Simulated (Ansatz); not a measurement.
Start from this file.

```cif
data_structure
_symmetry_space_group_name_H-M 'P 1'
_symmetry_Int_Tables_number 1
_cell_length_a 3.8683
_cell_length_b 3.8683
_cell_length_c 5.0662
_cell_angle_alpha 90.000
_cell_angle_beta 90.000
_cell_angle_gamma 90.000
_cell_volume 75.81
loop_
_atom_site_label
_atom_site_type_symbol
_atom_site_fract_x
_atom_site_fract_y
_atom_site_fract_z
_atom_site_occupancy
Sn1 Sn 0.00000 0.50000 0.22878 1
Sn2 Sn 0.50000 0.00000 0.77122 1
O1 O 0.50000 0.50000 0.00000 1
O2 O 0.00000 0.00000 0.00000 1
```

### Summarise the structure in words.

It has the composition SnO. It is primitive tetragonal, space group P4/nmm (No. 129). In the cell are 2 Sn, 2 O, which makes 2 formula units. Sn is coordinated by four O at 2.25 Å. Each O has four Sn in a distorted tetrahedral arrangement at 2.25 Å. The bonds build SnO layers parallel to (001).

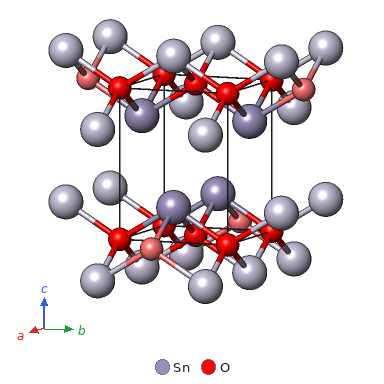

Drawn in the ball-and-stick manner and seen slightly off an axis. The conventional unit cell is outlined; an atom on or near a face, edge or corner is repeated at each equivalent position. Atoms just outside the outline that bond to atoms inside are added, in fainter colours.

Starting structure: a structure listed in the Materials Project. Earlier steps of the study, as a rule a relaxation of our own, may have changed the cell and positions, so they can lie some per cent off the listed ones. A calculation with Ansatz used it as input.
